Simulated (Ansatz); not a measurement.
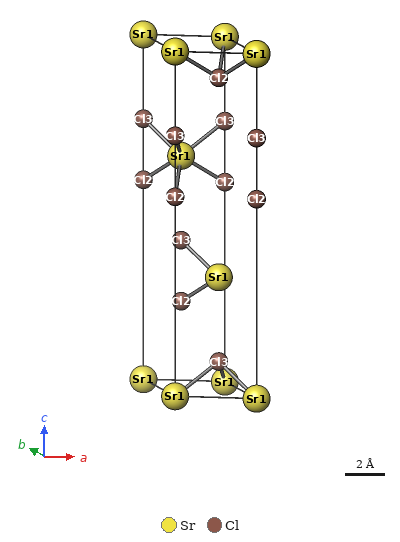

Fig. 1: The structure (ball-and-stick view of the cell 3 times as large as that of the calculation, set on its symmetry axes, seen slightly off an axis; atoms are numbered from 1 in the order of the input).

# What a change does: band-structure calculation on SrCl₂

System: SrCl₂ (R3m, 3 atoms in the cell).
Method of the first run: DFT, PBE, plane waves, PAW, no spin polarisation (Ansatz 0.2.0).

The structure was built on a prototype by a generator. The geometry comes from this level: r2scan-rvv10 (a point of a series of strains). Text and figures count atoms from 1; the logs count them from 0 in places.

## Input, the first run
```yaml
crystal:
  lattice:
    - [2.1353844527, 1.2328647886, 6.1350485022]
    - [-2.1353844527, 1.2328647886, 6.1350485022]
    - [0.0, -2.4657295772, 6.1350485022]
  atoms:
    - { symbol: Sr, position: [0.0002634319, 0.0002634319, 0.0002634319] }
    - { symbol: Cl, position: [0.4217188908, 0.4217188908, 0.4217188908] }
    - { symbol: Cl, position: [0.2446843439, 0.2446843439, 0.2446843439] }
kpoints:
  mp_grid: { grid: [8, 8, 8] }
  band_path:
    path:
      - [0.0, 0.0, 0.0]
      - [-0.5, -0.5, -0.5]
      - [-0.5, -0.192351301, -0.807648699]
      - [-0.192351301, 0.192351301, -0.5]
      - [0.0, 0.0, -0.5]
      - [0.0, 0.3461756505, -0.3461756505]
      - [-0.3461756505, 0.0, -0.6538243495]
      - [-0.5, 0.0, -0.5]
    npoints: 1
hamiltonian:
  xc: pbe
scf:
  occupations: { method: fermi_dirac, width: 0.02 }
  n_extra_bands: 4
output:
  forces: true
  stress: true
  eigenvalues: true
  write_density: true
  write_potential: true
  elf: true
  volumetric_format: npy
```

Command:
```bash
ansatz run input.yaml --threads 4 --pin off --max-ram 3686MiB --backend cpu --events-out ev --progress --plain --runs-dir out
```

Hardware: 4 threads of an x86-64 CPU, shared host.

## Output, shortened to warnings, some set-up lines, iterations and results (the first run)
```
Basis set: ecut = 420 eV, 1851 PW (Γ), FFT grids on a1−a2, a2, −a2+a3, exchange–correlation on 60×90×60 points (8 copies of the dense FFT grid, shifted against one another)
Symmetry: 6 space group operations
k-points: 65 of 512 (time reversal used)
Initial density: superposition of atomic densities (neutral atoms: chi_scale 0, normalization atom), corrected by the library's trained network
[...]
SCF iter   1: F=—  HF=-5710.119575 eV  |F-HF|=—  |Δ(HF+E_count)|=         —  Δρ=7.88e-4  dr2=8.44e-4  ethr=1.77e-3  ⟨swp⟩=10.3  Hψ=7968  notcnv=0
SCF iter   2: F=—  HF=-5710.120765 eV  |F-HF|=—  |Δ(HF+E_count)|=   1.19e-3  Δρ=4.07e-4  dr2=1.23e-4  ethr=3.52e-6  ⟨swp⟩=3.1  Hψ=3007  notcnv=0
SCF iter   3: F=—  HF=-5710.120833 eV  |F-HF|=—  |Δ(HF+E_count)|=   6.83e-5  Δρ=2.11e-4  dr2=2.15e-5  ethr=5.14e-7  ⟨swp⟩=2.0  Hψ=1430  notcnv=0
SCF iter   4: F=—  HF=-5710.120889 eV  |F-HF|=—  |Δ(HF+E_count)|=   5.61e-5  Δρ=6.25e-5  dr2=2.85e-6  ethr=8.97e-8  ⟨swp⟩=2.4  Hψ=1770  notcnv=0
SCF iter   5: F=—  HF=-5710.120894 eV  |F-HF|=—  |Δ(HF+E_count)|=   4.48e-6  Δρ=1.43e-5  dr2=1.25e-7  ethr=1.19e-8  ⟨swp⟩=2.7  Hψ=1674  notcnv=0
SCF iter   6: F=-5710.120894 eV  HF=-5710.120894 eV  |F-HF|=3.24e-8  |Δ(HF+E_count)|=   4.02e-7  Δρ=4.70e-6  dr2=1.21e-8  ethr=4.17e-10  ⟨swp⟩=11.7  Hψ=8772  notcnv=0
SCF 1 converged in 6 iterations: F = -5710.120894 eV  dr2 = 1.21e-8
NSCF: frozen V_eff on 8 k-points
SCF converged after 6 iterations
Free energy (F): -5710.120894 eV
Harris-Foulkes:  -5710.120894 eV  (|F-HF|=3.24e-8)
Internal energy: -5710.120894 eV  (E = F + TS)
E sigma→0 (E₀):  -5710.120894 eV
Fermi energy:    4.261320 eV
--- Per-component energies (eV) ---
  E_band       = -176.451536
  E_kinetic    = 567.436431
  E_local      = -1336.146323  (includes V_loc(G=0)·N_el)
  E_nonlocal   = 258.791928
  E_hartree    = 387.494393
  E_xc         = -388.424201
  E_vxc        = -407.106085  (∫ρ·V_xc dr)
  E_paw        = -4013.248887  (= ΣΔE_a)
  E_vpaw       = -34.416671  (= ΣTr[D̂ρ^β])
  E_aug_tail   = 0.000179  (compensation charges beyond the density's cutoff)
  E_ewald      = -1186.024414
  E_smearing   = -0.000000  (= −TS)
  E_closure    = 0.000000  (closes the sum)
  Σ components = -5710.120894   (vs F -5710.120894, Δ=0.00e0)
--- Forces (eV/Å), atoms counted from 1 ---
  atom   1  Sr    -0.00000000     0.00000000    -0.00292342
  atom   2  Cl    -0.00000000     0.00000000    -0.02358731
  atom   3  Cl    -0.00000000     0.00000000     0.02654587
  max |Σ_I F_I| component: 3.51e-5 eV/Å
--- Stress (GPa, compression-positive) ---
       -0.281366       0.000000      -0.000000
        0.000000      -0.281366      -0.000000
       -0.000000      -0.000000       0.780433
  P = ⅓ Tr σ = 0.0726 GPa (0.726 kbar)
```

The input of the second run differs as follows (lines with − go, lines with + come):
```diff
-  xc: pbe
+  xc: r2scan
-  occupations: { method: fermi_dirac, width: 0.02 }
+  occupations: { method: fixed }
```

What does this change do to the results?

The total energies belong to different methods, so their difference says nothing on which is more stable or more accurate. The gap on the mesh goes from 4.15 to 4.67 eV. The pressure goes from 0.07 to −0.51 GPa. The functional changes from PBE to r2SCAN. The number of SCF iterations is the same. The default cutoff goes from 420 to 500 eV with the change. The plane waves at Γ go from 1851 to 2483.

## Output, shortened to warnings, some set-up lines, iterations and results (the second run)
```
Basis set: ecut = 500 eV, 2483 PW (Γ), FFT grids on a1−a2, a2, −a2+a3, exchange–correlation on 128×200×128 points (64 copies of the dense FFT grid, shifted against one another)
Symmetry: 6 space group operations
k-points: 65 of 512 (time reversal used)
Initial density: superposition of atomic densities (neutral atoms: chi_scale 0, normalization atom), corrected by the library's trained network
[...]
SCF iter   1: F=—  HF=-5729.937842 eV  |F-HF|=—  |Δ(HF+E_count)|=         —  Δρ=3.77e-3  dr2=9.09e-3  dr2_τ=1.09e-2  ethr=1.77e-3  ⟨swp⟩=6.3  Hψ=6419  notcnv=0  defer=79
SCF iter   2: F=—  HF=-5729.990720 eV  |F-HF|=—  |Δ(HF+E_count)|=   5.29e-2  Δρ=1.94e-3  dr2=1.75e-3  dr2_τ=1.82e-4  ethr=3.79e-5  ⟨swp⟩=3.0  Hψ=2640  notcnv=0  defer=130
SCF iter   3: F=—  HF=-5729.991020 eV  |F-HF|=—  |Δ(HF+E_count)|=   3.00e-4  Δρ=3.85e-4  dr2=1.26e-4  dr2_τ=1.43e-5  ethr=7.30e-6  ⟨swp⟩=4.0  Hψ=2006  notcnv=0  defer=129
SCF iter   4: F=—  HF=-5729.991020 eV  |F-HF|=—  |Δ(HF+E_count)|=   4.75e-7  Δρ=8.47e-5  dr2=1.67e-5  dr2_τ=9.73e-7  ethr=5.24e-7  ⟨swp⟩=2.0  Hψ=1483  notcnv=0  defer=129
SCF iter   5: F=—  HF=-5729.991014 eV  |F-HF|=—  |Δ(HF+E_count)|=   6.40e-6  Δρ=3.08e-5  dr2=7.80e-7  dr2_τ=1.12e-7  ethr=6.95e-8  ⟨swp⟩=2.0  Hψ=1430  notcnv=0  defer=121
SCF iter   6: F=-5729.991014 eV  HF=-5729.991014 eV  |F-HF|=3.94e-8  |Δ(HF+E_count)|=   2.01e-8  Δρ=1.00e-5  dr2=3.54e-8  dr2_τ=5.43e-9  ethr=4.17e-10  ⟨swp⟩=16.4  Hψ=10871  …
SCF 1 converged in 6 iterations: F = -5729.991014 eV  dr2 = 3.54e-8
NSCF: frozen V_eff on 8 k-points
SCF converged after 6 iterations
Free energy (F): -5729.991014 eV
Harris-Foulkes:  -5729.991014 eV  (|F-HF|=3.94e-8)
Internal energy: -5729.991014 eV  (E = F + TS)
E sigma→0 (E₀):  -5729.991014 eV
Fermi energy:    1.825455 eV
--- Per-component energies (eV) ---
  E_band       = -192.385362
  E_kinetic    = 566.948810
  E_local      = -1333.605399  (includes V_loc(G=0)·N_el)
  E_nonlocal   = 257.772196
  E_hartree    = 386.554033
  E_xc         = -372.529438
  E_vxc        = -448.326303  (∫ρ·V_xc dr)
  E_paw        = -4048.688025  (= ΣΔE_a)
  E_vpaw       = -32.200391  (= ΣTr[D̂ρ^β])
  E_aug_tail   = 0.000073  (compensation charges beyond the density's cutoff)
  E_vtau       = 23.919455  (kinetic-family band-sum trace: ∫τ·v_τ [+ j·A + Jᵃ·Aᵃ] dr)
  E_ewald      = -1186.024414
  E_core_change = -0.418850  (= ΣΔE_core)
  E_smearing   = -0.000000  (= −TS)
  E_closure    = -0.000000  (closes the sum)
  Σ components = -5729.991014   (vs F -5729.991014, Δ=0.00e0)
--- Forces (eV/Å), atoms counted from 1 ---
  atom   1  Sr    -0.00000000     0.00000000    -0.00034358
  atom   2  Cl    -0.00000000    -0.00000000    -0.01275897
  atom   3  Cl    -0.00000000     0.00000000     0.01307853
  max |Σ_I F_I| component: 2.40e-5 eV/Å
--- Stress (GPa, compression-positive) ---
       -0.882209       0.000000      -0.000000
        0.000000      -0.882209      -0.000000
       -0.000000      -0.000000       0.227018
  P = ⅓ Tr σ = -0.5125 GPa (-5.125 kbar)
```

## The two runs side by side

```tsv
quantity	the first run	the second run
outcome	converged	converged
free energy per atom (eV)	−1903.3736	−1909.9970
gap on the mesh (eV)	4.15	4.67
pressure (GPa)	0.07	−0.51
largest force (eV/Å)	0.027	0.013
SCF iterations	6	6
irreducible k-points	65	65
plane waves at Γ	1851	2483
wall time (shared host)	8.6 s	19 s
```
